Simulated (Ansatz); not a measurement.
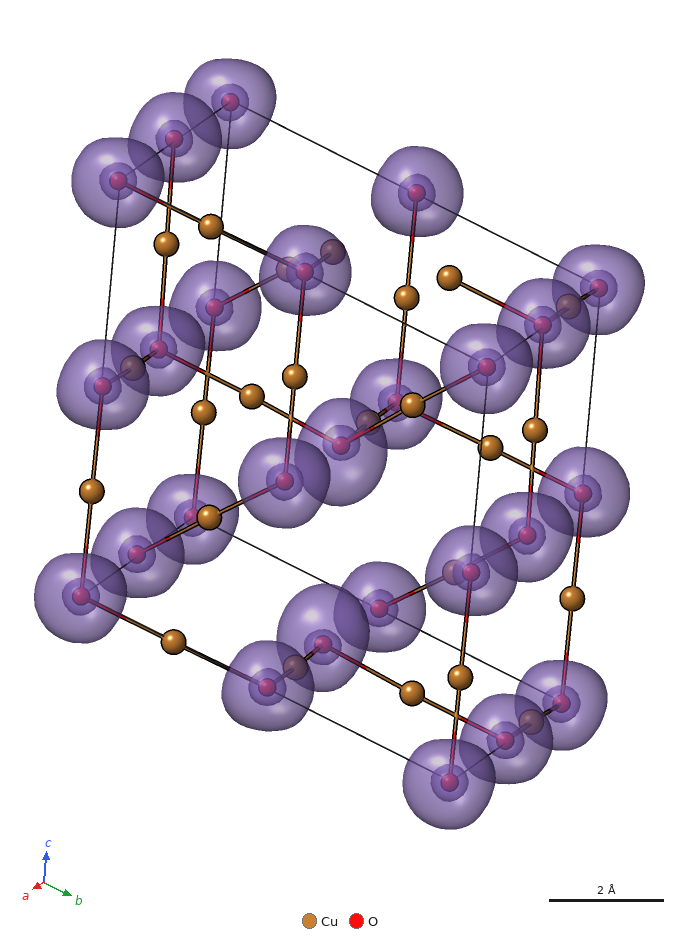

Figure. Cu15O8 (cell with a defect). Isosurface of the ELF at 0.65 (purple), seen slightly off an axis. Only the valence region is drawn (cores and ρ < 0.01 e/Å³ removed). Sticks mark near contacts.

The program warned that a starting moment wasn't kept; spin-polarised, but the moments vanished.

Method: DFT PBE, scalar-relativistic, plane waves, PAW (Ansatz 0.2.0).

Input

```
crystal:
  lattice:
    - [-4.2982238188, 4.2982238188, 4.2982238188]
    - [4.2982238188, -4.2982238188, 4.2982238188]
    - [4.2982238188, 4.2982238188, -4.2982238188]
  atoms:
    - { symbol: Cu, position: [-0.0004099539, -0.0005781158, 0.2495132825] }
    - { symbol: Cu, position: [-0.0003448313, 0.499501144, 0.7496792613] }
    - { symbol: Cu, position: [0.499691619, -0.0005132597, 0.7496785523] }
    - { symbol: Cu, position: [0.2568458302, 0.4995678233, 0.4982583481] }
    - { symbol: Cu, position: [0.7552234004, 0.0106523991, 0.5052038928] }
    - { symbol: Cu, position: [0.7424488411, 0.4993676128, 0.0010335444] }
    - { symbol: Cu, position: [0.2441702165, -0.0116685038, -0.0059201572] }
    - { symbol: Cu, position: [0.4996489721, 0.2568165245, 0.4982022086] }
    - { symbol: Cu, position: [0.0107587055, 0.7550625678, 0.5051980424] }
    - { symbol: Cu, position: [-0.0114404229, 0.2439435737, -0.0059020541] }
    - { symbol: Cu, position: [0.4996876325, 0.7421258309, 0.0011158196] }
    - { symbol: Cu, position: [0.7423981204, 0.7423353627, 0.7409511262] }
    - { symbol: Cu, position: [0.2568880121, 0.256586883, 0.7581735008] }
    - { symbol: Cu, position: [0.2441977386, 0.7551448404, 0.2497395716] }
    - { symbol: Cu, position: [0.7552143643, 0.2438761074, 0.2496504459] }
    - { symbol: O, position: [0.4995893335, 0.4995769692, 0.4889522615], spin: 1.5 }
    - { symbol: O, position: [0.0042382174, 0.004085568, 0.5052597032] }
    - { symbol: O, position: [-0.0048599533, 0.4995503404, 0.0008339426] }
    - { symbol: O, position: [0.4997082168, -0.0052727039, 0.0007564761] }
    - { symbol: O, position: [-0.004913226, -0.0051332031, -0.0061522422] }
    - { symbol: O, position: [0.4996430869, 0.4992844241, 0.0102294743], spin: 1.5 }
    - { symbol: O, position: [0.4997191422, 0.0042711019, 0.4986260798] }
    - { symbol: O, position: [0.0042294397, 0.4994950887, 0.4985557807] }
  host:
    lattice:
      - [4.2982238188, 0.0, 0.0]
      - [0.0, 4.2982238188, 0.0]
      - [0.0, 0.0, 4.2982238188]
    atoms:
      - { symbol: Cu, position: [0.25, 0.25, 0.75] }
      - { symbol: Cu, position: [0.75, 0.25, 0.25] }
      - { symbol: Cu, position: [0.25, 0.75, 0.25] }
      - { symbol: Cu, position: [0.75, 0.75, 0.75] }
      - { symbol: O, position: [0.5, 0.5, 0.5] }
      - { symbol: O, position: [0.0, 0.0, 0.0] }
basis:
  ecutwfc: 420
  xc_grid: 2
kpoints:
  mp_grid: { grid: [3, 3, 3], shift: [0.0, 0.0, 0.0] }
hamiltonian:
  xc: pbe
scf:
  occupations: { method: gaussian, width: 0.02 }
output:
  forces: true
  stress: false
  eigenvalues: true
  populations: true
  charged_corrections:
    defect_position: [0.5, 0.5, 0.25]
    epsilon: [[9.7515, 0.0, 0.0], [0.0, 9.7515, 0.0], [0.0, 0.0, 9.7515]]
  write_density: true
  write_potential: true
  elf: true
  volumetric_format: npy
magnetization:
  spin_polarized: true
relax:
  adjacent_minimum: "off"
  f_tol: 0.025
  max_steps: 45
```

Launched as:

```sh
ansatz run input.yaml --threads 4 --pin off --max-ram 8192MiB --backend cpu --events-out ev --progress --plain --runs-dir out
```

The fields are those of the relaxed geometry.

Question: Describe the localisation domains.

Answer: The ELF exceeds this value in eight regions wrapped around O (the valence shell of each), counted in one cell of 23 atoms. Regions shared between cells count once. Profiles from the grid: Cu–O (1.83 Å): the ELF peaks at about 0.80 in the valence shell of O, 0.6 Å from its nucleus, and is about 0.25 at the midpoint (no localised pair shows between them). Cu–O (1.88 Å): the ELF peaks at about 0.85 in the valence shell of O, 0.6 Å from its nucleus, and is about 0.25 at the midpoint; no shared electron pair shows on this line.

Question: Does the calculation make it a metal, or give it a gap?

Answer: It is metallic or semimetallic at this level of theory: no gap opens.
